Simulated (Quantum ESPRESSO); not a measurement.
## Geometry relaxation of PbO2 (part 1 of 2)

The run: geometry relaxation of PbO2 (3 atoms in the cell). Method and program: Kohn-Sham DFT of a periodic cell, PBEsol, GBRV 1.5 PBEsol, no spin polarisation (Quantum ESPRESSO 7.5).

The structure derives from a Materials Project entry.

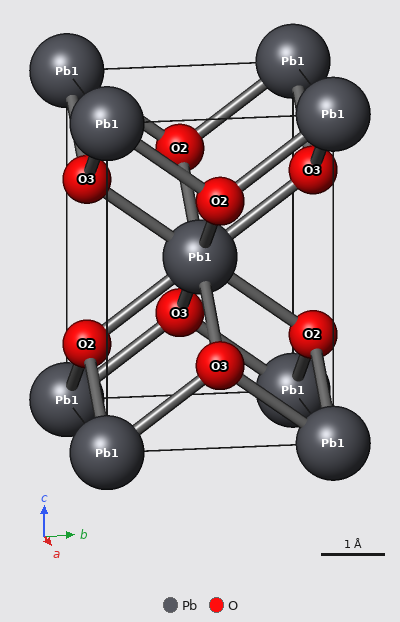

Fig. 1: The structure as given in the input (ball-and-stick view of the cell 2 times as large as that of the calculation, set on its symmetry axes, seen slightly off an axis; atoms are numbered from 1 in the order of the input). An atom can appear more than once, as a periodic image. Near neighbours in the periodic cell (some may lie outside the picture): Pb has 8 O at 2.28 Å; O has 4 Pb at 2.28 Å.

### Input file
```
&CONTROL
  calculation = 'relax'
  prefix = 'pwscf'
  outdir = './tmp'
  pseudo_dir = './pseudo'
  tprnfor = .true.
  tstress = .true.
  disk_io = 'low'
  nstep = 40
  forc_conv_thr = 0.0004
  etot_conv_thr = 1d-05
/
&SYSTEM
  ibrav = 0
  A = 3.74554961
  nat = 3
  ntyp = 2
  ecutwfc = 45
  ecutrho = 360
  nbnd = 20
  occupations = 'smearing'
  smearing = 'fd'
  degauss = 0.00367493
/
&ELECTRONS
  conv_thr = 6d-10
  electron_maxstep = 120
  mixing_beta = 0.5
/
&IONS
  ion_dynamics = 'bfgs'
/
ATOMIC_SPECIES
Pb   207.2000 pb_pbesol_v1.uspp.F.UPF
O     15.9990 o_pbesol_v1.2.uspp.F.UPF
CELL_PARAMETERS alat
   0.0000000000    0.6925318285    0.7213873213
   0.6925318285    0.0000000000    0.7213873213
   0.6925318285    0.6925318285    0.0000000000
ATOMIC_POSITIONS alat
Pb     0.0000000000    0.0000000000    0.0000000000
O      1.0387977427    1.0387977427    1.0820809820
O      0.3462659142    0.3462659142    0.3606936607
K_POINTS automatic
9 9 9 0 0 0
```

Launched with:
```bash
OMP_NUM_THREADS=1 mpirun -n 2 pw.x -nk 2 -in pw.in > pw.out
```

### What the program printed
```
This program is part of the open-source Quantum ESPRESSO suite
     for quantum simulation of materials; please cite
         "P. Giannozzi et al., J. Phys.:Condens. Matter 21 395502 (2009);
         "P. Giannozzi et al., J. Phys.:Condens. Matter 29 465901 (2017);
         "P. Giannozzi et al., J. Chem. Phys. 152 154105 (2020);
          URL
     in publications or presentations arising from this work. More details at

     Message from routine setup:
     using ibrav=0 with symmetry is DISCOURAGED, use correct ibrav instead

     K-points division:     npool     =       2
     Subspace diagonalization in iterative solution of the eigenvalue problem:
     a serial algorithm will be used

     G-vector sticks info
     --------------------
     sticks:   dense  smooth     PW     G-vecs:    dense   smooth      PW
     Sum        1229     613    195                28367     9985    1769

     Using Slab Decomposition

     bravais-lattice index     =            0
     lattice parameter (alat)  =       7.0781  a.u.
     unit-cell volume          =     245.3699 (a.u.)^3
     number of atoms/cell      =            3
     number of atomic types    =            2
     number of electrons       =        26.00
     number of Kohn-Sham states=           20
     kinetic-energy cutoff     =      45.0000  Ry
     charge density cutoff     =     360.0000  Ry
     scf convergence threshold =      6.0E-10
     mixing beta               =       0.5000
     number of iterations used =            8  plain     mixing
     energy convergence thresh.=      1.0E-05
     force convergence thresh. =      4.0E-04
     Exchange-correlation= SLA  PW   PSX  PSC
                           (   1   4  10   8   0   0   0)
     nstep                     =           40

     celldm(1)=   7.078063  celldm(2)=   0.000000  celldm(3)=   0.000000
     celldm(4)=   0.000000  celldm(5)=   0.000000  celldm(6)=   0.000000

     crystal axes: (cart. coord. in units of alat)
               a(1) = (   0.000000   0.692532   0.721387 )
               a(2) = (   0.692532   0.000000   0.721387 )
               a(3) = (   0.692532   0.692532   0.000000 )

     reciprocal axes: (cart. coord. in units 2 pi/alat)
               b(1) = ( -0.721988  0.721988  0.693109 )
               b(2) = (  0.721988 -0.721988  0.693109 )
               b(3) = (  0.721988  0.721988 -0.693109 )

     PseudoPot. # 1 for Pb read from file:
     pb_pbesol_v1.uspp.F.UPF
     Pseudo is Ultrasoft + core correction, Zval = 14.0
     Generated by new atomic code, or converted to UPF format
     Using radial grid of  899 points,  6 beta functions with:
                l(1) =   0
                l(2) =   0
                l(3) =   1
                l(4) =   1
                l(5) =   2
                l(6) =   2
     Q(r) pseudized with  6 coefficients,  rinner =    1.000   1.000   1.000
                                                       1.000   1.000

     PseudoPot. # 2 for O  read from file:
     o_pbesol_v1.2.uspp.F.UPF
     Pseudo is Ultrasoft + core correction, Zval =  6.0
     Generated by new atomic code, or converted to UPF format
     Using radial grid of  737 points,  5 beta functions with:
                l(1) =   0
                l(2) =   0
                l(3) =   1
                l(4) =   1
                l(5) =   2
     Q(r) pseudized with  8 coefficients,  rinner =    0.900   0.900   0.900
                                                       0.900   0.900

     atomic species   valence    mass     pseudopotential
     Pb               14.00   207.20000     Pb( 1.00)
     O                 6.00    15.99900     O ( 1.00)

     16 Sym. Ops., with inversion, found

   Cartesian axes

     site n.     atom                  positions (alat units)
         1        Pb     tau(   1) = (   0.0000000   0.0000000   0.0000000  )
         2        O      tau(   2) = (   1.0387977   1.0387977   1.0820810  )
         3        O      tau(   3) = (   0.3462659   0.3462659   0.3606937  )

     number of k points=    75  Fermi-Dirac smearing, width (Ry)=  0.0037
                       cart. coord. in units 2pi/alat
        k(    1) = (   0.0000000   0.0000000   0.0000000), wk =   0.0027435
        k(    2) = (   0.0802209   0.0802209  -0.0770121), wk =   0.0219479
        k(    3) = (   0.1604419   0.1604419  -0.1540242), wk =   0.0219479
        k(    4) = (   0.2406628   0.2406628  -0.2310363), wk =   0.0219479
        k(    5) = (   0.3208838   0.3208838  -0.3080484), wk =   0.0219479
        k(    6) = (   0.1604419   0.0000000  -0.0000000), wk =   0.0109739
        k(    7) = (   0.2406628   0.0802209  -0.0770121), wk =   0.0438957
        k(    8) = (   0.3208838   0.1604419  -0.1540242), wk =   0.0438957
        k(    9) = (   0.4011047   0.2406628  -0.2310363), wk =   0.0438957
        k(   10) = (  -0.2406628  -0.4011047   0.3850605), wk =   0.0438957
        k(   11) = (  -0.1604419  -0.3208838   0.3080484), wk =   0.0438957
        k(   12) = (  -0.0802209  -0.2406628   0.2310363), wk =   0.0438957
        k(   13) = (  -0.0000000  -0.1604419   0.1540242), wk =   0.0219479
        k(   14) = (   0.3208838   0.0000000  -0.0000000), wk =   0.0109739
        k(   15) = (   0.4011047   0.0802209  -0.0770121), wk =   0.0438957
        k(   16) = (   0.4813257   0.1604419  -0.1540242), wk =   0.0438957
        k(   17) = (  -0.1604419  -0.4813257   0.4620726), wk =   0.0438957
        k(   18) = (  -0.0802209  -0.4011047   0.3850605), wk =   0.0438957
        k(   19) = (  -0.0000000  -0.3208838   0.3080484), wk =   0.0219479
        k(   20) = (   0.4813257  -0.0000000  -0.0000000), wk =   0.0109739
        k(   21) = (   0.5615466   0.0802209  -0.0770121), wk =   0.0438957
        k(   22) = (  -0.0802209  -0.5615466   0.5390847), wk =   0.0438957
        k(   23) = (  -0.0000000  -0.4813257   0.4620726), wk =   0.0219479
        k(   24) = (   0.6417675   0.0000000  -0.0000000), wk =   0.0109739
        k(   25) = (  -0.0000000  -0.6417675   0.6160968), wk =   0.0219479
        k(   26) = (   0.0000000   0.0000000   0.1540242), wk =   0.0054870
        k(   27) = (   0.1604419   0.1604419  -0.0000000), wk =   0.0109739
        k(   28) = (   0.2406628   0.2406628  -0.0770121), wk =   0.0219479
        k(   29) = (   0.3208838   0.3208838  -0.1540242), wk =   0.0219479
        k(   30) = (  -0.3208838  -0.3208838   0.4620726), wk =   0.0219479
        k(   31) = (  -0.2406628  -0.2406628   0.3850605), wk =   0.0219479
        k(   32) = (  -0.1604419  -0.1604419   0.3080484), wk =   0.0219479
        k(   33) = (  -0.0802209  -0.0802209   0.2310363), wk =   0.0219479
        k(   34) = (   0.3208838   0.1604419  -0.0000000), wk =   0.0219479
        k(   35) = (   0.4011047   0.2406628  -0.0770121), wk =   0.0438957
        k(   36) = (  -0.2406628  -0.4011047   0.5390847), wk =   0.0438957
        k(   37) = (  -0.1604419  -0.3208838   0.4620726), wk =   0.0438957
        k(   38) = (  -0.0802209  -0.2406628   0.3850605), wk =   0.0438957
        k(   39) = (  -0.0000000  -0.1604419   0.3080484), wk =   0.0219479
        k(   40) = (   0.3208838  -0.0000000   0.1540242), wk =   0.0219479
        k(   41) = (   0.4813257   0.1604419  -0.0000000), wk =   0.0219479
        k(   42) = (  -0.1604419  -0.4813257   0.6160968), wk =   0.0438957
        k(   43) = (  -0.0802209  -0.4011047   0.5390847), wk =   0.0438957
        k(   44) = (   0.0000000  -0.3208838   0.4620726), wk =   0.0219479
        k(   45) = (   0.4011047  -0.0802209   0.2310363), wk =   0.0438957
        k(   46) = (   0.4813257   0.0000000   0.1540242), wk =   0.0219479
        k(   47) = (  -0.0802209  -0.5615466   0.6931089), wk =   0.0219479
        k(   48) = (  -0.0000000  -0.4813257   0.6160968), wk =   0.0219479
        k(   49) = (  -0.2406628   0.5615466  -0.3850605), wk =   0.0438957
        k(   50) = (  -0.1604419   0.6417675  -0.4620726), wk =   0.0438957
        k(   51) = (  -0.0802209   0.7219885  -0.5390847), wk =   0.0219479
        k(   52) = (  -0.0802209   0.5615466  -0.3850605), wk =   0.0438957
        k(   53) = (  -0.0000000   0.6417675  -0.4620726), wk =   0.0219479
        k(   54) = (   0.0000000   0.4813257  -0.3080484), wk =   0.0219479
        k(   55) = (   0.0000000   0.0000000   0.3080484), wk =   0.0054870
        k(   56) = (   0.3208838   0.3208838  -0.0000000), wk =   0.0109739
        k(   57) = (  -0.3208838  -0.3208838   0.6160968), wk =   0.0219479
        k(   58) = (  -0.2406628  -0.2406628   0.5390847), wk =   0.0219479
        k(   59) = (  -0.1604419  -0.1604419   0.4620726), wk =   0.0219479
        k(   60) = (  -0.0802209  -0.0802209   0.3850605), wk =   0.0219479
        k(   61) = (  -0.2406628  -0.4011047   0.6931089), wk =   0.0219479
        k(   62) = (  -0.1604419  -0.3208838   0.6160968), wk =   0.0438957
        k(   63) = (  -0.0802209  -0.2406628   0.5390847), wk =   0.0438957
        k(   64) = (  -0.0000000  -0.1604419   0.4620726), wk =   0.0219479
        k(   65) = (  -0.0802209  -0.4011047   0.6931089), wk =   0.0219479
        k(   66) = (   0.0000000  -0.3208838   0.6160968), wk =   0.0219479
        k(   67) = (  -0.0802209   0.7219885  -0.3850605), wk =   0.0219479
        k(   68) = (  -0.0000000  -0.0000000   0.4620726), wk =   0.0054870
        k(   69) = (  -0.2406628  -0.2406628   0.6931089), wk =   0.0109739
        k(   70) = (  -0.1604419  -0.1604419   0.6160968), wk =   0.0219479
        k(   71) = (  -0.0802209  -0.0802209   0.5390847), wk =   0.0219479
        k(   72) = (  -0.0802209  -0.2406628   0.6931089), wk =   0.0219479
        k(   73) = (  -0.0000000  -0.1604419   0.6160968), wk =   0.0219479
        k(   74) = (   0.0000000   0.0000000   0.6160968), wk =   0.0054870
        k(   75) = (  -0.0802209  -0.0802209   0.6931089), wk =   0.0109739

     Dense  grid:    28367 G-vectors     FFT dimensions: (  45,  45,  45)

     Smooth grid:     9985 G-vectors     FFT dimensions: (  32,  32,  30)

     Check: negative core charge=   -0.000002

     Initial potential from superposition of free atoms

     starting charge      25.9979, renormalised to      26.0000

     negative rho (up, down):  1.587E-02 0.000E+00
     Starting wfcs are   17 randomized atomic wfcs +    3 random wfcs

     Self-consistent Calculation

     iteration #  1     ecut=    45.00 Ry     beta= 0.50
     Davidson diagonalization with overlap
     ethr =  1.00E-02,  avg # of iterations =  4.7

     negative rho (up, down):  1.509E-02 0.000E+00

     total energy              =    -227.97857432 Ry
     estimated scf accuracy    <       0.69465424 Ry

     iteration #  2     ecut=    45.00 Ry     beta= 0.50
     Davidson diagonalization with overlap
     ethr =  2.67E-03,  avg # of iterations =  2.0

     negative rho (up, down):  1.592E-02 0.000E+00

     total energy              =    -228.19018969 Ry
     estimated scf accuracy    <       0.18969283 Ry

     iteration #  3     ecut=    45.00 Ry     beta= 0.50
     Davidson diagonalization with overlap
     ethr =  7.30E-04,  avg # of iterations =  2.1

     negative rho (up, down):  1.630E-02 0.000E+00

     total energy              =    -228.22279419 Ry
     estimated scf accuracy    <       0.00419051 Ry

     iteration #  4     ecut=    45.00 Ry     beta= 0.50
     Davidson diagonalization with overlap
     c_bands:  1 eigenvalues not converged
     c_bands:  1 eigenvalues not converged
     c_bands:  1 eigenvalues not converged
     c_bands:  1 eigenvalues not converged
     ethr =  1.61E-05,  avg # of iterations = 11.2

     negative rho (up, down):  1.628E-02 0.000E+00

     total energy              =    -228.22316978 Ry
     estimated scf accuracy    <       0.00039711 Ry

     iteration #  5     ecut=    45.00 Ry     beta= 0.50
     Davidson diagonalization with overlap
     c_bands:  2 eigenvalues not converged
     ethr =  1.53E-06,  avg # of iterations =  7.2

     negative rho (up, down):  1.631E-02 0.000E+00

     total energy              =    -228.22323399 Ry
     estimated scf accuracy    <       0.00001277 Ry

     iteration #  6     ecut=    45.00 Ry     beta= 0.50
     Davidson diagonalization with overlap
     ethr =  4.91E-08,  avg # of iterations =  5.9

     negative rho (up, down):  1.631E-02 0.000E+00

     total energy              =    -228.22324205 Ry
     estimated scf accuracy    <       0.00000221 Ry

     iteration #  7     ecut=    45.00 Ry     beta= 0.50
     Davidson diagonalization with overlap
     ethr =  8.50E-09,  avg # of iterations =  2.4

     negative rho (up, down):  1.631E-02 0.000E+00

     total energy              =    -228.22324233 Ry
     estimated scf accuracy    <       0.00000006 Ry

     iteration #  8     ecut=    45.00 Ry     beta= 0.50
     Davidson diagonalization with overlap
     c_bands:  1 eigenvalues not converged
     ethr =  2.41E-10,  avg # of iterations =  2.9

     negative rho (up, down):  1.631E-02 0.000E+00

     total energy              =    -228.22324236 Ry
     estimated scf accuracy    <       0.00000002 Ry

     iteration #  9     ecut=    45.00 Ry     beta= 0.50
     Davidson diagonalization with overlap
     ethr =  7.22E-11,  avg # of iterations =  2.1

     negative rho (up, down):  1.631E-02 0.000E+00

     End of self-consistent calculation

          k = 0.0000 0.0000 0.0000 (  1267 PWs)   bands (ev):

    -7.9351  -4.6033  -4.5500  -4.5500  -4.4893  -4.2244  -4.2233   9.0195
     9.0195   9.0469   9.2178   9.4094  10.0214  10.0214  18.2177  18.2177
    18.4316  20.9640  23.1179  26.6248

          k = 0.0802 0.0802-0.0770 (  1258 PWs)   bands (ev):

    -7.8186  -5.2329  -4.5660  -4.5300  -4.2265  -4.2245  -3.7996   7.6592
     8.8681   8.9114   8.9907   9.6542   9.9850  11.1762  17.9844  18.5101
    18.6768  20.9754  24.1537  26.5559

          k = 0.1604 0.1604-0.1540 (  1265 PWs)   bands (ev):

    -7.5175  -5.7788  -4.5220  -4.4863  -4.2265  -4.2155  -3.2101   6.1679
     8.4183   8.5898   8.6506   9.6782   9.8918  12.5864  17.8155  19.2957
    19.4431  20.9828  26.0962  26.4570

          k = 0.2407 0.2407-0.2310 (  1260 PWs)   bands (ev):

    -7.2167  -6.0203  -4.4909  -4.4552  -4.2061  -4.1839  -2.9129   5.0849
     7.8799   8.2276   8.3707   9.6506   9.7866  13.6288  18.0772  20.3158
    20.4224  20.9856  26.4207  26.6581

          k = 0.3209 0.3209-0.3080 (  1248 PWs)   bands (ev):

    -7.1248  -5.9400  -4.4822  -4.4473  -4.1789  -4.1508  -2.8894   4.5588
     7.5308   8.0060   8.1948   9.6233   9.7193  14.1881  18.4057  20.9871
    21.1139  21.1607  26.1318  26.4474

          k = 0.1604 0.0000-0.0000 (  1261 PWs)   bands (ev):

    -7.7725  -5.3637  -4.5611  -4.5166  -4.2409  -4.2131  -3.6660   7.5585
     8.4166   8.6557   9.2167   9.7512  10.2794  11.1980  17.4938  18.7900
    19.0081  20.9769  24.4541  26.5890

          k = 0.2407 0.0802-0.0770 (  1257 PWs)   bands (ev):

    -7.5195  -5.8171  -4.5052  -4.4690  -4.2544  -4.1998  -3.2025   6.2753
     8.0410   8.2076   9.3608   9.7275  10.2445  12.2459  17.2395  19.4341
    19.6983  20.9826  25.4592  26.7589

          k = 0.3209 0.1604-0.1540 (  1262 PWs)   bands (ev):

    -7.1923  -6.1413  -4.4599  -4.4035  -4.2305  -4.1733  -2.8894   5.0706
     7.7170   7.7737   9.1041   9.7042  10.1455  13.2821  17.6226  20.1940
    20.5902  20.9852  25.1965  26.8751

          k = 0.4011 0.2407-0.2310 (  1248 PWs)   bands (ev):

    -7.0513  -6.1395  -4.4450  -4.3630  -4.1592  -4.1204  -2.8688   4.3330
     7.4195   7.6288   8.6199   9.8633  10.0118  13.9599  18.2839  20.8402
    20.9873  21.3126  24.5706  26.8031

          k =-0.2407-0.4011 0.3851 (  1247 PWs)   bands (ev):

    -7.0550  -6.0732  -4.4437  -4.3441  -4.1630  -4.0562  -2.9277   4.1344
     7.3635   7.7714   8.2476   9.8319  10.0901  14.1690  18.6136  20.9836
    21.0553  21.3906  24.3934  26.5562

          k =-0.1604-0.3209 0.3080 (  1249 PWs)   bands (ev):

    -7.0946  -6.1429  -4.4513  -4.3542  -4.2045  -4.1168  -2.8841   4.4656
     7.6104   8.0578   8.1953   9.6668  10.3052  13.8453  18.3510  20.6969
    20.7381  20.9873  24.9229  26.3837

          k =-0.0802-0.2407 0.2310 (  1258 PWs)   bands (ev):

    -7.3264  -6.0178  -4.4828  -4.4019  -4.2388  -4.1869  -3.0088   5.3337
     8.0498   8.1772   8.7219   9.4947  10.4549  13.0626  17.8751  19.7080
    20.0471  20.9849  25.6347  26.4412

          k =-0.0000-0.1604 0.1540 (  1262 PWs)   bands (ev):

    -7.6421  -5.6209  -4.5315  -4.4769  -4.2389  -4.2145  -3.4034   6.5739
     8.4367   8.5685   9.2769   9.2866  10.4064  11.9883  17.7573  18.9262
    19.2169  20.9808  25.2538  26.4397

          k = 0.3209 0.0000-0.0000 (  1249 PWs)   bands (ev):

    -7.3218  -6.0891  -4.4495  -4.4283  -4.2891  -4.1850  -2.9209   5.5928
     7.4672   7.6556   9.7532  10.1611  10.6416  12.3289  16.6380  20.1336
    20.3875  20.9841  24.7366  27.0177

          k = 0.4011 0.0802-0.0770 (  1258 PWs)   bands (ev):

    -7.0065  -6.3826  -4.3892  -4.3663  -4.2746  -4.1644  -2.6609   4.5755
     7.0919   7.2211  10.0554  10.0963  10.6185  12.9539  16.8645  20.8264
    20.9853  21.1551  23.8894  27.1211

          k = 0.4813 0.1604-0.1540 (  1254 PWs)   bands (ev):

    -6.8478  -6.4396  -4.3665  -4.3507  -4.1516  -4.0442  -2.6792   3.7659
     6.9147   7.0071   9.5778  10.3469  10.4922  13.5591  17.8160  20.9861
    21.1090  21.7748  23.0654  27.2470

          k =-0.1604-0.4813 0.4621 (  1253 PWs)   bands (ev):
```
